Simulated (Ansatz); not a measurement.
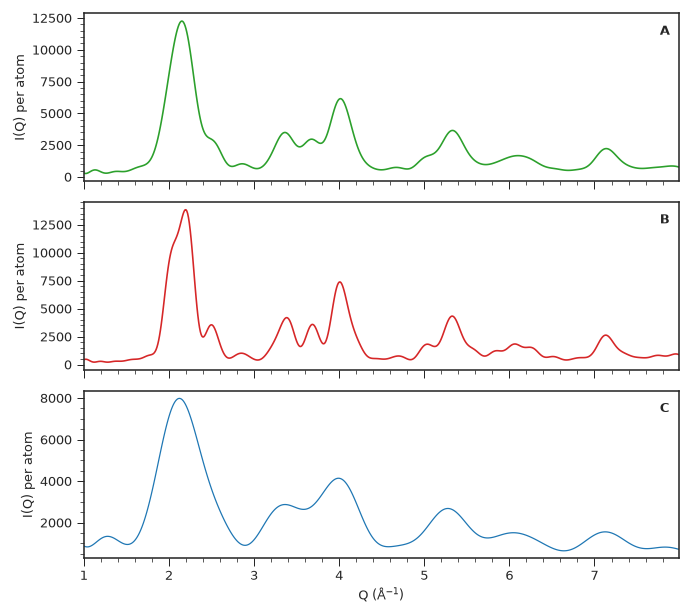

X-ray scattering of spheres cut from the crystal structure of Yb (P6_3/mmc, a = 3.695 Å, b = 3.695 Å, c = 12.079 Å, α = 90.00°, β = 90.00°, γ = 120.00°), calculated atom by atom with the Debye equation (B = 0.5 Å², no relaxation of the surface). Structure used: the geometry relaxed with Ansatz, DFT, PBE, plane waves (420 eV) with PAW, scalar-relativistic; the starting structure was generated, so it need not be a known form of this composition.

**The spheres are 14, 28 and 36 Å across. Which curve is which?**

curve A: 28 Å (311 atoms); curve B: 36 Å (725 atoms); curve C: 14 Å (39 atoms). Peak widths go roughly as 2π/D, so the largest sphere has the sharpest peaks.

**Index the main peaks of the largest sphere.**

Q ≈ 2.20 Å⁻¹: 102; Q ≈ 2.50 Å⁻¹: 103; Q ≈ 3.38 Å⁻¹: 110; Q ≈ 3.69 Å⁻¹: 106; Q ≈ 4.01 Å⁻¹: 114 + 202; Q ≈ 5.33 Å⁻¹: 212 + 118 + 213.
